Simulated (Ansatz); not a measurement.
The calculation's input:

```
crystal:
  lattice:
    - [1.9689075859, 1.1367493248, 9.8743506922]
    - [-1.9689075859, 1.1367493248, 9.8743506922]
    - [0.0, -2.6172239224, 9.9139208355]
  atoms:
    - { symbol: Bi, position: [0.3980479346, 0.3980479346, 0.3978499423] }
    - { symbol: Bi, position: [0.6019520654, 0.6019520654, 0.6021500577] }
    - { symbol: Se, position: [0.0, 0.0, 0.0] }
    - { symbol: Se, position: [0.2143795059, 0.2143795059, 0.2200383961] }
    - { symbol: Se, position: [0.7856204941, 0.7856204941, 0.7799616039] }
basis:
  ecutwfc: 420
kpoints:
  mp_grid: { grid: [6, 6, 6] }
hamiltonian:
  xc: pbe
scf:
  occupations: { method: gaussian, width: 0.02 }
output:
  forces: true
  stress: true
  eigenvalues: true
  write_density: true
  write_potential: true
  elf: true
  volumetric_format: npy
relax:
  adjacent_minimum: "off"
  f_tol: 0.008
  max_steps: 40
  cell: { stress_tol: 0.015, fix: [a, b, gamma] }
```

Launched as:

```sh
ansatz run input.yaml --threads 1 --pin off --max-ram 2560MiB --backend cpu --events-out ev --progress --plain --runs-dir out
```

Below, planes, directions and counts refer to the conventional cell (a = 7.43 Å, b = 3.94 Å, c = 10.33 Å, α = 90.00°, β = 106.48°, γ = 90.00°).

The fields are those of the run's last geometry, not of the input's.

Space group C2/m; a structure from a database of computed crystals, not necessarily the ambient phase; changed on purpose from its base cell (biaxial strain in the a-b plane, c and atoms relaxed: -6.0 %).

Computed with DFT PBE, scalar-relativistic, plane waves, PAW (Ansatz).

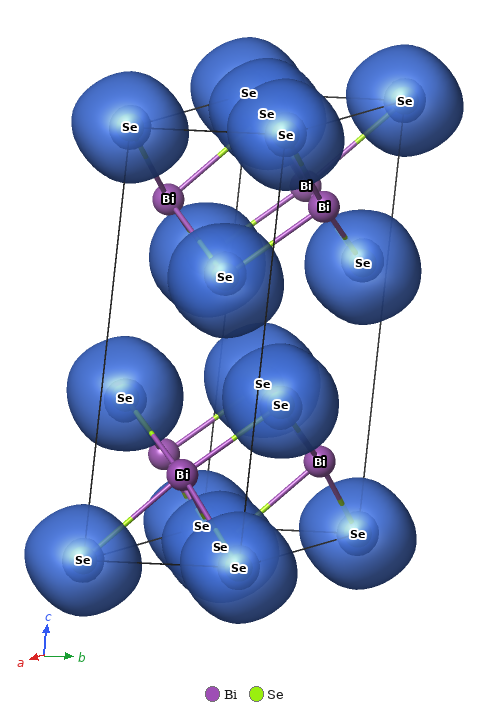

Bi2Se3. Isosurface of the electron localisation function at 0.6 (blue), seen slightly off an axis. Only the valence region is drawn (cores and ρ < 0.01 e/Å³ removed). Sticks mark near contacts.

Q: Identify the bonds, lone pairs and shells in this picture.

A: The surface consists of six regions wrapped around Se (the valence shell of each), counted in one cell of 10 atoms. Any copies at cell faces, edges or corners count once. Along the contacts the grid gives the following. Bi–Se (2.85 Å): the ELF is about 0.45 at the midpoint and 0.35 at its lowest between the atoms. Bi–Se (2.90 Å): the ELF is about 0.45 at the midpoint and 0.35 at its lowest between the atoms.
